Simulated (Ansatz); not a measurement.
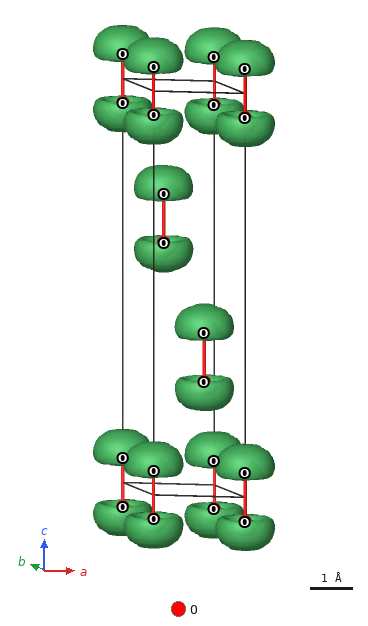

Figure 1: O. Isosurface of the electron localisation function at 0.8 (green), seen slightly off an axis. Core shells and regions of very low density are left out. Sticks mark near contacts.

Space group R-3m; a structure from a database of computed crystals, not necessarily the ambient phase; computed pressure about 30 GPa in this cell.

Computed with Ansatz 0.2.0, Kohn-Sham DFT of a periodic cell, PBEsol, Ansatz PAW.

Core electrons are frozen (PAW), and the valence fields are smoothed inside the atomic spheres.

```
O
1.0
     2.26138    0.00000    0.00000
    -1.13069    1.95841    0.00000
     0.00000    0.00000    9.89986
O
6
Direct
  0.00000 0.00000 0.06030
  0.66667 0.33333 0.39364
  0.33333 0.66667 0.72697
  0.66667 0.33333 0.27303
  0.33333 0.66667 0.60636
  0.00000 0.00000 0.93970
```

### Identify the bonds, lone pairs and shells in this picture.

The surface consists of six lobes on O, pointing away from the bonds (lone pairs, which may merge into one lobe), counted in one cell of 6 atoms. Any copies at cell faces, edges or corners count once.

Values along the shortest contacts:
O–O (1.19 Å): the ELF peaks at about 0.75 between the atoms.

### Does the calculation make it a metal, or give it a gap?

It is gapless in this calculation (a metal or semimetal).
